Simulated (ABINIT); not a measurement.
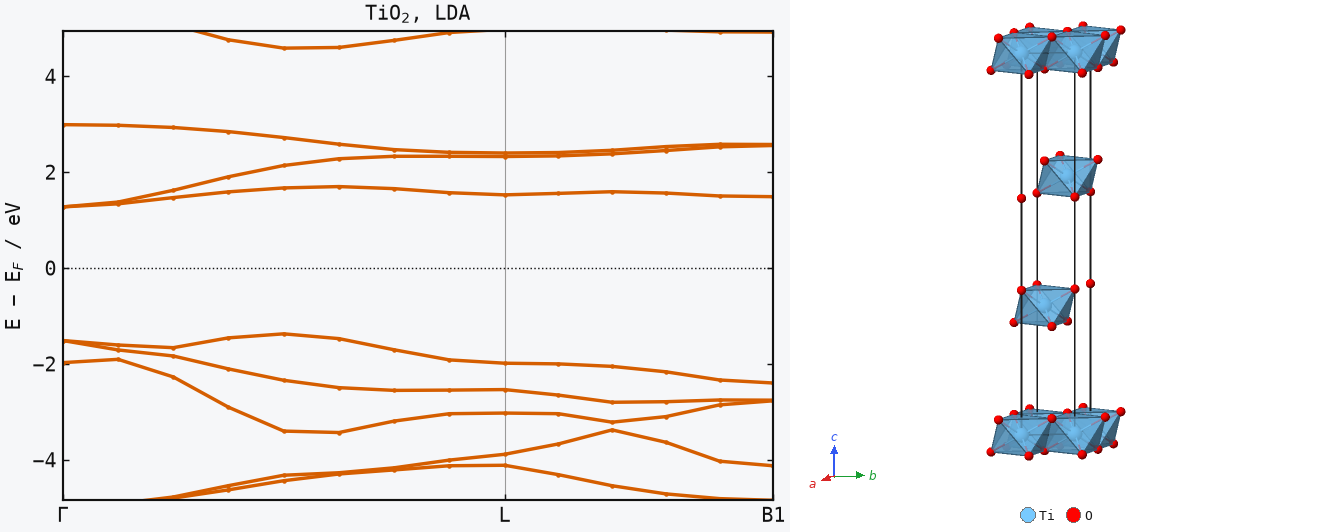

Band structure, beside the structure. Energies are counted from the Fermi level.

Input of the run:

```
ndtset 2

pp_dirpath "./"
pseudos "Ti.LDA_PW-JTH.xml, O.LDA_PW-JTH.xml"

acell 13.5917553365 13.5917553365 13.5917553365
rprim
     0.2081810494     0.1201933849     0.9706771868
    -0.2081810494     0.1201933849     0.9706771868
     0.0000000000    -0.2403867698     0.9706771868
ntypat 2
znucl 22 8
natom 3
typat 1 2 2
xred
     0.0000000000     0.0000000000     0.0000000000
     0.3795330000     0.3795330000     0.3795330000
     0.6204670000     0.6204670000     0.6204670000

ecut 23.0
pawecutdg 45.0

ixc 7

occopt 3
tsmear 0.00183747

nstep 100

iomode 3
prtwf 0
prteig 0
prtebands 0
enunit 1
prtden1 1
prtvha1 1
prtvclmb1 1
prtpot1 1

kptopt1 1
ngkpt1 10 10 10
nshiftk1 1
shiftk1 0.0 0.0 0.0
nband1 16
tolvrs1 1.0e-9

iscf2 -2
getden2 1
nband2 22
nbdbuf2 4
tolwfr2 1.0e-11
kptopt2 -2
ndivsm2 5
prteig2 1
prtvol2 -3
kptbounds2
     0.0000000000     0.0000000000     0.0000000000
     0.5000000000     0.0000000000     0.0000000000
     0.5000000000     0.1768882983    -0.1768882983
```

System: TiO2, space group R-3m (No. 166), 3 atoms in the primitive cell.

Method: LDA, JTH PAW LDA v2.0, no spin polarisation, no spin-orbit coupling, 10×10×10 k mesh, 626 eV cutoff (ABINIT 10.8.3 (patched build)).

**Is there a gap? Give its size, its kind and where the band edges lie.**

A semiconductor. The gap along this path is 2.65 eV and indirect, from the valence-band top between Γ and L to the conduction-band bottom at Γ; the smallest direct gap is 2.79 eV, at Γ.

**What are the direct gaps at B1, L and Γ?**

The direct gaps are 3.89 eV at B1, 3.51 eV at L and 2.79 eV at Γ.

LDA, GGA and most meta-GGA functionals understate gaps. The cell is at −7 GPa in this functional. The usual form of TiO2 is rutile or anatase. In reduced coordinates of the cell that was run, L is (0.5, 0, 0) and B1 is (0.5, 0.177, −0.177).
